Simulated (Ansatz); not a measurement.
SnO2: geometry relaxation (part 2 of 2)

SnO2 (24 atoms in the cell); DFT PBE, scalar-relativistic, plane waves, PAW, no spin polarisation (Ansatz 0.2.0); cutoff 420 eV, 3×3×3 k-mesh, Gaussian smearing of 0.02 eV. The structure derives from a Materials Project entry. It belongs to a series of runs on one base structure; here: the perfect supercell shaken and relaxed.

Geometry of the input (Å; fractional positions):
```
-4.8272  4.8272  0.0000
-4.8272  -4.8272  0.0000
4.8272  0.0000  6.4763
Sn 0.6279  0.1235  0.2525
Sn 0.8713  0.3863  0.7553
Sn 0.1246  0.6195  0.2558
Sn 0.3611  0.8729  0.7445
Sn 0.4991  0.4978  -0.0091
Sn 0.7523  0.7433  0.4966
Sn 0.0002  1.0037  0.0012
Sn 0.2523  0.2651  0.5060
O  0.9199  0.1146  0.2455
O  0.1845  0.3680  0.7515
O  0.4332  0.6248  0.2527
O  0.6798  0.8795  0.7457
O  0.3203  0.1302  0.2501
O  0.5611  0.3692  0.7443
O  0.8151  0.6236  0.2501
O  0.0710  0.8784  0.7581
O  0.5051  0.2053  0.0090
O  0.7541  0.4356  0.4945
O  -0.0068  0.6915  -0.0023
O  0.2500  0.9457  0.5080
O  0.5073  0.8088  -0.0029
O  0.7434  0.0560  0.4968
O  -0.0022  0.3127  -0.0023
O  0.2527  0.5797  0.5043
```

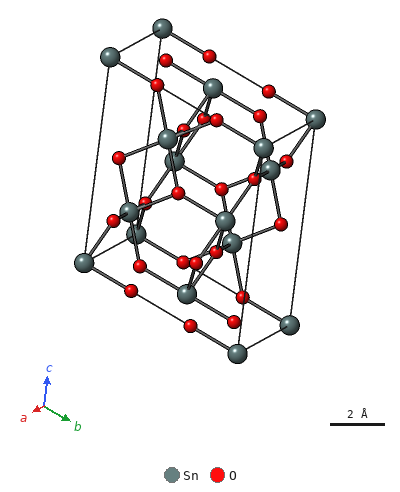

**Figure 1.** The geometry at step 3 of the log (ball-and-stick view of the cell of the calculation, seen slightly off an axis).

**Output, continued**
```
  k-point 0: bands = ["-12.2964", "-12.0799", "-12.0798", "-11.8471", "-11.8470", "-11.8469", "-11.8468", "-11.7926", "-11.7926", "-11.7923", "-11.7922", "-11.6537", "-11.6536", "-11.6387", "-11.4385", "-11.4126", "-11.4125", "-11.3399", "-11.3384", "-11.3384", "-11.3383", "-11.3381", "-11.3136", "-11.3044", "-11.3042", "-11.2661", "-11.2661", "-11.2659", "-11.2657", "-11.2634", "-11.2632", "-11.2632", "-11.2631", "-11.2630", "-11.2628", "-11.2446", "-11.2209", "-11.2208", "-11.2125", "-11.2124", "-9.9078", "-8.3452", "-8.3449", "-8.2530", "-8.2528", "-8.2523", "-8.2522", "-8.1967", "-8.1962", "-7.6174", "-7.6171", "-7.6170", "-7.6168", "-6.9128", "-6.9127", "-6.6797", "0.7857", "1.7087", "1.7089", "2.0232", "2.0236", "2.0238", "2.0239", "4.6795", "4.6795", "4.8505", "4.8531", "4.9732", "5.0471", "5.0473", "5.0791", "5.0792", "5.0795", "5.0796", "5.6207", "5.6210", "5.6214", "5.6215", "5.8426", "6.1275", "6.1276", "6.1281", "6.1282", "6.1778", "6.1780", "6.7643", "6.7763", "7.2220", "7.2221", "7.4940", "7.4945", "7.5645", "7.5645", "7.8993", "7.8995", "7.8997", "7.8999", "7.9289", "7.9291", "7.9294", "7.9295", "8.0077", "8.0081", "8.7439", "9.4249", "13.3288", "13.3291", "13.3295", "13.3300", "14.3433", "14.3438", "14.4483", "14.8228", "14.8232", "17.1650", "17.1659", "17.1669", "17.1671", "18.1174", "18.1178", "18.8860", "18.8873", "18.8879", "18.8887", "18.8891", "18.9699", "19.0637", "19.0637"]
  k-point 1: bands = ["-12.1835", "-12.0534", "-12.0533", "-12.0273", "-12.0273", "-11.9397", "-11.9397", "-11.9189", "-11.6886", "-11.6886", "-11.6111", "-11.6110", "-11.5259", "-11.4833", "-11.4712", "-11.4711", "-11.4068", "-11.4067", "-11.3972", "-11.3550", "-11.3050", "-11.3006", "-11.3005", "-11.2978", "-11.2844", "-11.2833", "-11.2832", "-11.2772", "-11.2723", "-11.2722", "-11.2596", "-11.2595", "-11.2501", "-11.2453", "-11.2393", "-11.2391", "-11.2360", "-11.2359", "-11.2205", "-11.2203", "-9.7535", "-9.2245", "-8.2936", "-8.2934", "-8.2038", "-8.2036", "-8.2026", "-8.2023", "-7.8533", "-7.8528", "-7.4456", "-7.2193", "-7.2190", "-7.0671", "-7.0669", "-6.8640", "0.7910", "0.9669", "1.1385", "1.1387", "3.0501", "3.0503", "3.2039", "4.1188", "4.1189", "4.6404", "4.7608", "5.0681", "5.0686", "5.0815", "5.0839", "5.1840", "5.1841", "5.2329", "5.8122", "5.8263", "5.8286", "5.8949", "5.8950", "6.0170", "6.1326", "6.1328", "6.2949", "6.2950", "6.5102", "6.5141", "6.5224", "6.5226", "6.6419", "6.6425", "7.6121", "7.6122", "7.7993", "7.7997", "7.8595", "7.8597", "7.8971", "7.8972", "7.9611", "7.9612", "7.9723", "8.0157", "8.0159", "8.5363", "10.9658", "12.9633", "13.1027", "13.1031", "13.1605", "13.1609", "14.8816", "15.0897", "15.8609", "15.8612", "16.1061", "16.1068", "17.2727", "17.4176", "17.4184", "17.6476", "17.7756", "17.7760", "19.1908", "19.1914", "19.1940", "19.1950", "19.3146", "19.3149"]
  k-point 2: bands = ["-12.2026", "-12.1738", "-12.0929", "-12.0461", "-12.0184", "-11.9466", "-11.8778", "-11.7561", "-11.7054", "-11.7024", "-11.6151", "-11.5680", "-11.5276", "-11.4806", "-11.4691", "-11.4500", "-11.4195", "-11.3853", "-11.3659", "-11.3599", "-11.3062", "-11.3051", "-11.3023", "-11.3018", "-11.2886", "-11.2848", "-11.2791", "-11.2680", "-11.2656", "-11.2654", "-11.2640", "-11.2572", "-11.2551", "-11.2518", "-11.2419", "-11.2402", "-11.2385", "-11.2255", "-11.2237", "-11.2203", "-9.6940", "-9.0073", "-8.7996", "-8.6920", "-8.2124", "-8.1690", "-8.1583", "-8.1268", "-8.0757", "-7.9239", "-7.2783", "-7.2546", "-7.0130", "-6.9633", "-6.8225", "-6.8112", "1.1583", "1.3631", "1.4954", "1.9397", "2.0704", "2.3230", "2.9037", "3.7924", "4.0967", "4.3532", "4.5468", "4.6110", "4.6568", "4.6689", "4.8175", "4.9292", "5.1889", "5.2027", "5.6076", "5.6175", "5.8187", "5.8831", "5.9273", "6.0510", "6.1042", "6.1092", "6.2117", "6.9792", "7.0208", "7.1229", "7.1937", "7.2308", "7.3317", "7.3460", "7.4829", "7.4944", "7.4951", "7.6572", "7.6602", "7.6715", "7.6932", "7.7524", "7.9073", "7.9480", "8.0079", "8.0870", "8.2198", "8.5084", "10.9319", "12.7397", "13.3348", "13.6821", "13.8029", "13.8643", "14.1632", "14.7558", "15.4154", "15.4386", "16.5056", "16.5356", "16.6999", "17.0227", "17.6781", "18.0846", "18.1920", "18.3021", "18.4841", "18.4869", "19.0929", "19.1683", "19.3216", "19.3241"]
  k-point 13: bands = ["-12.1757", "-12.1757", "-12.1123", "-12.0761", "-12.0695", "-11.9872", "-11.9871", "-11.8138", "-11.6168", "-11.5839", "-11.5290", "-11.4944", "-11.4943", "-11.4789", "-11.4788", "-11.4280", "-11.3922", "-11.3922", "-11.3823", "-11.3537", "-11.3116", "-11.3057", "-11.3056", "-11.3024", "-11.2888", "-11.2773", "-11.2749", "-11.2747", "-11.2674", "-11.2615", "-11.2595", "-11.2590", "-11.2588", "-11.2520", "-11.2394", "-11.2358", "-11.2301", "-11.2300", "-11.2239", "-11.2238", "-9.4121", "-9.0258", "-9.0256", "-9.0167", "-8.5168", "-8.5147", "-8.5145", "-8.2635", "-7.4779", "-7.4026", "-7.4024", "-7.0122", "-6.9269", "-6.8584", "-6.8368", "-6.8365", "1.5230", "1.5611", "1.7008", "1.7013", "2.4991", "2.4995", "2.7689", "3.3930", "3.7179", "3.9004", "3.9008", "3.9533", "4.3280", "4.7652", "4.7683", "4.7689", "5.1436", "5.1440", "5.1820", "5.1908", "6.0058", "6.2154", "6.2158", "6.4038", "6.4085", "6.7577", "6.7581", "6.9841", "7.0312", "7.0858", "7.1508", "7.2407", "7.2411", "7.2781", "7.4579", "7.4580", "7.5346", "7.7015", "7.7016", "7.7323", "7.8617", "7.8925", "7.8927", "7.9852", "8.0671", "8.0896", "8.0899", "8.2894", "12.1611", "12.8738", "12.8743", "13.5199", "14.0379", "14.0385", "14.1342", "14.7575", "15.8980", "15.8985", "16.2312", "16.3024", "16.8799", "16.8805", "16.9387", "17.1594", "18.0023", "18.0599", "18.7506", "18.8927", "18.8932", "18.9869", "19.0180", "19.0185"]
--- Relaxed structure (4 steps of the walk, 4 accepted, 0 SCFs on fresh bases) ---
  F+E_penalty+E_count = -57271.87349915 eV   max|allowed force component| = 1.399e-2 eV/Å
  atoms:
    - { symbol: Sn, position: [0.624076070281804, 0.1265146293392464, 0.25022798037937183] }
    - { symbol: Sn, position: [0.8740731551449097, 0.3766694936022304, 0.750201698788743] }
    - { symbol: Sn, position: [0.12396904943169593, 0.6262635446275657, 0.25024725473725606] }
    - { symbol: Sn, position: [0.3740518309883573, 0.8764046063491941, 0.7502459565515136] }
    - { symbol: Sn, position: [0.49909247283268066, 0.5014461708740687, 0.0002559293364135275] }
    - { symbol: Sn, position: [0.7489751788744924, 0.7515846555389262, 0.5002508320215251] }
    - { symbol: Sn, position: [-0.0009467571927038177, 1.001486134256158, 0.00024221895038689626] }
    - { symbol: Sn, position: [0.24910821233142028, 0.25137370109160984, 0.5002699063464389] }
    - { symbol: O, position: [0.9306609815168415, 0.12656593950090672, 0.2502368182709207] }
    - { symbol: O, position: [0.18065024660531448, 0.37650008803014806, 0.750272481970864] }
    - { symbol: O, position: [0.4306219342880731, 0.6264045627167638, 0.25020306315478436] }
    - { symbol: O, position: [0.680589185185824, 0.8762324569105256, 0.7501973521970002] }
    - { symbol: O, position: [0.31752275390578244, 0.12673548676076368, 0.2502516683535775] }
    - { symbol: O, position: [0.567477012239379, 0.3766042824134705, 0.7502882295208826] }
    - { symbol: O, position: [0.8174806987652159, 0.6266483448869689, 0.25028490853068674] }
    - { symbol: O, position: [0.06742304337646898, 0.8763336022628405, 0.7501832970131251] }
    - { symbol: O, position: [0.4991155294153096, 0.19486311060784717, 0.0001740184911597628] }
    - { symbol: O, position: [0.7492336384343906, 0.4449691792764776, 0.5002123363296009] }
    - { symbol: O, position: [-0.0008072920445823858, 0.6950060640918965, 0.0003758686111531747] }
    - { symbol: O, position: [0.24910871824619685, 0.9447986620568976, 0.5002119346419595] }
    - { symbol: O, position: [0.4989808851454113, 0.8080814041670753, 0.0002480018076713313] }
    - { symbol: O, position: [0.7489919885020646, 0.058188908997974575, 0.5002643683703213] }
    - { symbol: O, position: [-0.0011264890410409214, 0.3080320893814808, 0.0001607568347427186] }
    - { symbol: O, position: [0.2489949703666936, 0.5580122425589622, 0.5002412533899003] }
```

**Trajectory as extended XYZ (Å, eV, eV/Å), 4 frames, from step=1 to step=4**
```
24
Lattice="-4.8272 4.8272 0.0000 -4.8272 -4.8272 0.0000 4.8272 0.0000 6.4763" Properties=species:S:1:pos:R:3:forces:R:3 step=1 energy=-57270.87004
Sn   -2.4086    2.4347    1.6350    0.3771  -0.3835  -0.8053
Sn   -2.4245    2.3409    4.8916    0.1151   1.0422  -1.3045
Sn   -2.3565   -2.3891    1.6569   -1.9178  -1.0730  -1.5028
Sn   -2.3630   -2.4707    4.8213   -2.2102  -0.2035   2.8710
Sn   -4.8565    0.0063   -0.0592    0.5796  -0.3904   1.9496
Sn   -4.8225    0.0438    3.2159    0.1160  -1.1933   0.5201
Sn   -4.8405   -4.8442    0.0078    0.6346  -0.4451  -0.0928
Sn   -0.0546   -0.0617    3.2772    1.2611   0.4749  -1.7314
O    -3.8089    3.8876    1.5898   -1.6283   1.0484   0.5987
O     0.9602   -0.8857    4.8669    0.1612  -0.8268  -0.3278
O    -3.8872   -0.9249    1.6367    0.0894  -0.2240  -0.4772
O    -3.9276   -0.9644    4.8291    0.1446   0.2157   0.2317
O    -0.9675    0.9176    1.6196    0.5423  -0.6894   0.2842
O    -0.8976    0.9265    4.8204   -0.7899   0.3397   0.1251
O    -5.7379    0.9245    1.6197   -0.4852   0.4228  -0.2677
O    -0.9233   -3.8974    4.9098    0.2907  -0.1017  -0.5632
O    -3.3859    1.4472    0.0586    0.5688   0.5120  -0.6737
O    -3.3561    1.5373    3.2022   -0.4348  -0.4968   0.8923
O    -3.3158   -3.3707   -0.0146   -0.3997  -0.3030   0.6975
O    -3.3196   -3.3582    3.2897   -0.8080  -0.9457  -0.9962
O    -6.3671   -1.4555   -0.0188    0.4528   0.0534  -0.2472
O    -1.4606    3.3182    3.2177    0.0557   0.2309   0.7179
O    -1.5101   -1.5201   -0.0150    0.6097   0.4658   0.3231
O    -1.5840   -1.5783    3.2657    2.6750   2.4700  -0.2214
24
Lattice="-4.8272 4.8272 0.0000 -4.8272 -4.8272 0.0000 4.8272 0.0000 6.4763" Properties=species:S:1:pos:R:3:forces:R:3 step=2 energy=-57271.76326
Sn   -2.4334    2.4179    1.6330    0.1918  -0.2610  -0.4425
Sn   -2.4291    2.3754    4.8835   -0.0424   0.2926  -0.5954
Sn   -2.3864   -2.3935    1.6370   -0.1746  -0.4083  -0.4938
Sn   -2.3918   -2.4363    4.8261   -0.2265   0.2832   1.1078
Sn   -4.8209    0.0003    0.0047   -0.1894  -0.1867   0.0916
Sn   -4.8291   -0.0348    3.2207   -0.1170   0.1770   0.5324
Sn   -4.8238   -4.8375   -0.0169   -0.0017   0.0528   0.2832
Sn    0.0080    0.0123    3.2511   -0.0358  -0.2199  -0.4892
O    -3.9082    3.8805    1.6136   -0.0380   0.1170   0.1058
O     0.9122   -0.9339    4.8609    0.3776  -0.2577   0.0271
O    -3.8980   -0.9771    1.6273   -0.1354   0.2406  -0.1494
O    -3.8903   -0.9312    4.8489    0.1327  -0.2426  -0.0903
O    -0.9442    0.9002    1.6082   -0.1165   0.1969   0.1787
O    -0.9322    0.9074    4.8561   -0.2242   0.2993   0.0573
O    -5.7760    0.9196    1.6459    0.1499  -0.1393  -0.3345
O    -0.9166   -3.8785    4.8634    0.0897  -0.3326  -0.2132
O    -3.3567    1.4731    0.0076    0.1100   0.0927  -0.1285
O    -3.3816    1.4833    3.2469    0.0997  -0.0944  -0.0663
O    -3.3416   -3.3551   -0.0086   -0.0554  -0.0872   0.5217
O    -3.3207   -3.3580    3.2444   -0.2482  -0.1378  -0.2228
O    -6.3107   -1.4819   -0.0100   -0.0775  -0.0609   0.1459
O    -1.4996    3.3156    3.2410    0.2007   0.1831   0.2435
O    -1.4761   -1.5012   -0.0038    0.0696   0.0936  -0.0110
O    -1.4691   -1.5029    3.2427    0.2611   0.4004  -0.0583
24
Lattice="-4.8272 4.8272 0.0000 -4.8272 -4.8272 0.0000 4.8272 0.0000 6.4763" Properties=species:S:1:pos:R:3:forces:R:3 step=3 energy=-57271.87349
Sn   -2.4153    2.4018    1.6206   -0.0012  -0.0001  -0.0009
Sn   -2.4162    2.4011    4.8585    0.0046   0.0001   0.0089
Sn   -2.4135   -2.4247    1.6207   -0.0140  -0.0011  -0.0021
Sn   -2.4146   -2.4250    4.8588    0.0018  -0.0037  -0.0032
Sn   -4.8286   -0.0114    0.0017   -0.0016  -0.0064   0.0017
Sn   -4.8287   -0.0126    3.2398   -0.0019   0.0033  -0.0038
Sn   -4.8286   -4.8389    0.0016   -0.0016   0.0020  -0.0013
Sn   -0.0010   -0.0109    3.2399   -0.0018  -0.0055  -0.0035
O    -3.8955    3.8815    1.6206    0.0023   0.0013   0.0016
O     0.9322   -0.9454    4.8590   -0.0002   0.0030  -0.0016
O    -3.8947   -0.9451    1.6204    0.0038  -0.0029   0.0018
O    -3.8937   -0.9444    4.8585   -0.0032  -0.0017   0.0046
O    -0.9365    0.9210    1.6207    0.0038   0.0001  -0.0002
O    -0.9355    0.9214    4.8591   -0.0046   0.0051  -0.0036
O    -5.7629    0.9212    1.6209    0.0035  -0.0012  -0.0016
O    -0.9344   -3.9048    4.8584   -0.0034  -0.0035   0.0044
O    -3.3491    1.4687    0.0011    0.0009   0.0002   0.0019
O    -3.3500    1.4687    3.2395    0.0029  -0.0023  -0.0025
O    -3.3492   -3.3588    0.0024    0.0043   0.0028  -0.0034
O    -3.3486   -3.3582    3.2395   -0.0017  -0.0015   0.0012
O    -6.3082   -1.4921    0.0016    0.0014   0.0028   0.0029
O    -1.4815    3.3346    3.2399    0.0033   0.0033   0.0007
O    -1.4807   -1.4924    0.0010   -0.0005   0.0013  -0.0042
O    -1.4808   -1.4917    3.2397    0.0037   0.0049   0.0022
24
Lattice="-4.8272 4.8272 0.0000 -4.8272 -4.8272 0.0000 4.8272 0.0000 6.4763" Properties=species:S:1:pos:R:3:forces:R:3 step=4 energy=-57271.87350
Sn   -2.4153    2.4018    1.6206   -0.0007  -0.0007  -0.0008
Sn   -2.4162    2.4011    4.8585    0.0046   0.0008   0.0089
Sn   -2.4135   -2.4247    1.6207   -0.0140  -0.0019  -0.0020
Sn   -2.4146   -2.4250    4.8588    0.0011  -0.0032  -0.0036
Sn   -4.8286   -0.0114    0.0017   -0.0016  -0.0065   0.0014
Sn   -4.8287   -0.0126    3.2398   -0.0019   0.0035  -0.0036
Sn   -4.8286   -4.8389    0.0016   -0.0017   0.0019  -0.0013
Sn   -0.0010   -0.0109    3.2399   -0.0018  -0.0056  -0.0033
O    -3.8955    3.8815    1.6206    0.0020   0.0016   0.0016
O     0.9322   -0.9454    4.8590   -0.0003   0.0031  -0.0017
O    -3.8947   -0.9451    1.6204    0.0037  -0.0030   0.0018
O    -3.8937   -0.9444    4.8585   -0.0030  -0.0019   0.0046
O    -0.9365    0.9210    1.6207    0.0038   0.0002  -0.0002
O    -0.9355    0.9214    4.8591   -0.0042   0.0048  -0.0036
O    -5.7629    0.9212    1.6209    0.0031  -0.0010  -0.0015
O    -0.9344   -3.9048    4.8584   -0.0032  -0.0036   0.0044
O    -3.3491    1.4687    0.0011    0.0007   0.0000   0.0017
O    -3.3500    1.4687    3.2395    0.0026  -0.0023  -0.0023
O    -3.3492   -3.3588    0.0024    0.0044   0.0029  -0.0032
O    -3.3486   -3.3582    3.2395   -0.0015  -0.0015   0.0011
O    -6.3082   -1.4921    0.0016    0.0016   0.0031   0.0028
O    -1.4815    3.3346    3.2399    0.0033   0.0033   0.0009
O    -1.4807   -1.4924    0.0010   -0.0006   0.0012  -0.0044
O    -1.4808   -1.4917    3.2397    0.0036   0.0047   0.0023
```
